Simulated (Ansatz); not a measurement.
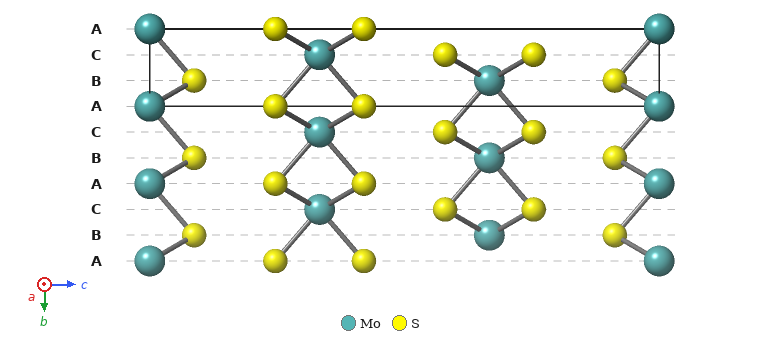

Projection along an edge of the hexagonal mesh, stacking direction c to the right. The dashed lines mark the three columns A (0, 0), B (1/3, 2/3) and C (2/3, 1/3). The sequence starts with the first layer at or above the cell's origin.

MoS2. Coordinates: coordinates from a relaxation with DFT PBE+D3(BJ), scalar-relativistic, plane waves, PAW in Ansatz 0.2.0.

Question: Read off the stacking sequence over one period.

Answer: Mo(A) – S(B) – S(A) – Mo(C) – S(A) – S(C) – Mo(B) – S(C) – S(B) (nine layers in 17.98 Å).

Question: How are the S layers alone stacked?

Answer: S layers alone: BAACCB, a sequence in which some neighbouring layers lie directly above each other.

Question: Which positions between or in the S layers do the other atoms fill?

Answer: Mo: three trigonal-prismatic sites, counted in one hexagonal cell. Three of the six gaps between S layers are empty, 2.87 Å wide.

Question: What short polytype symbol fits?

Answer: Polytype symbol 3R, the symbol of a layered MX2 polytype (number of slabs in the repeat and lattice).

Heights of the layers:

```json
{"layer": "1", "atoms (column)": "Mo(A)", "height (Å)": "0.00", "to next (Å)": "1.56"}
{"layer": "2", "atoms (column)": "S(B)", "height (Å)": "1.56", "to next (Å)": "2.87"}
{"layer": "3", "atoms (column)": "S(A)", "height (Å)": "4.43", "to next (Å)": "1.56"}
{"layer": "4", "atoms (column)": "Mo(C)", "height (Å)": "5.99", "to next (Å)": "1.56"}
{"layer": "5", "atoms (column)": "S(A)", "height (Å)": "7.56", "to next (Å)": "2.87"}
{"layer": "6", "atoms (column)": "S(C)", "height (Å)": "10.42", "to next (Å)": "1.56"}
{"layer": "7", "atoms (column)": "Mo(B)", "height (Å)": "11.99", "to next (Å)": "1.56"}
{"layer": "8", "atoms (column)": "S(C)", "height (Å)": "13.55", "to next (Å)": "2.87"}
{"layer": "9", "atoms (column)": "S(B)", "height (Å)": "16.42", "to next (Å)": "1.56"}
```
